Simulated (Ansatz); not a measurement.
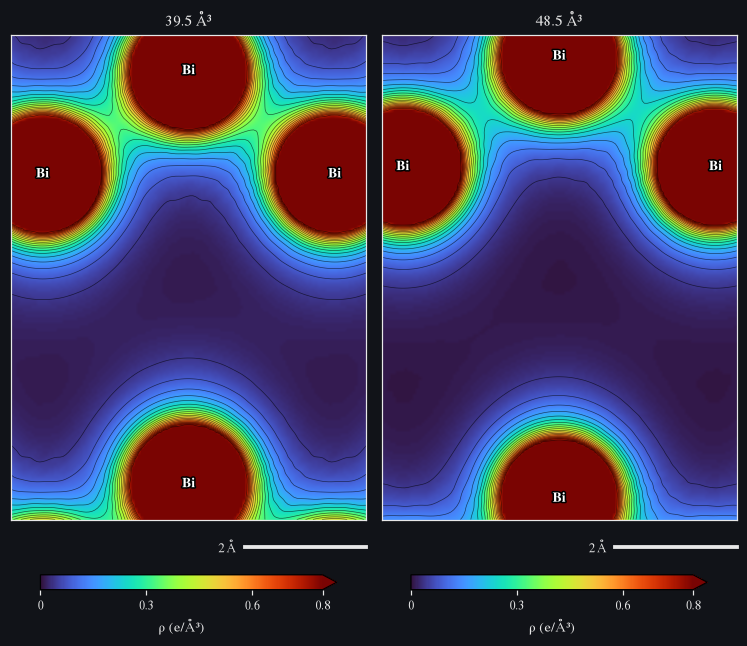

Bi. The valence charge density (pseudo) of cells scaled evenly to different volumes (given per atom above each panel), on the (101̄) plane of each (indices in the axes of the cell below), at one length scale and on one colour scale.

A generated structure, not necessarily the stable one.

All numbers below come from DFT, LDA (PW92), plane waves (420 eV) with PAW, scalar-relativistic (Ansatz 0.2.0).

In a PAW calculation such maps are meaningful between the atoms, not at the nuclei.

The largest cell:

```cif
data_structure
_symmetry_space_group_name_H-M 'P 1'
_symmetry_Int_Tables_number 1
_cell_length_a 5.1574
_cell_length_b 5.1574
_cell_length_c 5.1574
_cell_angle_alpha 60.000
_cell_angle_beta 60.000
_cell_angle_gamma 60.000
_cell_volume 97.00
loop_
_atom_site_label
_atom_site_type_symbol
_atom_site_fract_x
_atom_site_fract_y
_atom_site_fract_z
_atom_site_occupancy
Bi1 Bi 0.12500 0.12500 0.12500 1
Bi2 Bi 0.87500 0.87500 0.87500 1
```

| volume (Å³/atom) | Bi–Bi contact in the plane (Å) | ρ at its midpoint (e/Å³) | 
| --- | --- | --- |
| 39.52 | 2.950 | 0.331 | 
| 44.91 | 3.078 | ? | 
| 48.50 | 3.158 | 0.248 | 

What values belong in the row with question marks?

Answer. Over the known rows ln ρ falls by 1.39 per Å of Bi–Bi distance (the line through the two), which gives 0.277 e/Å³ at 3.078 Å; the calculation gives 0.277 e/Å³.
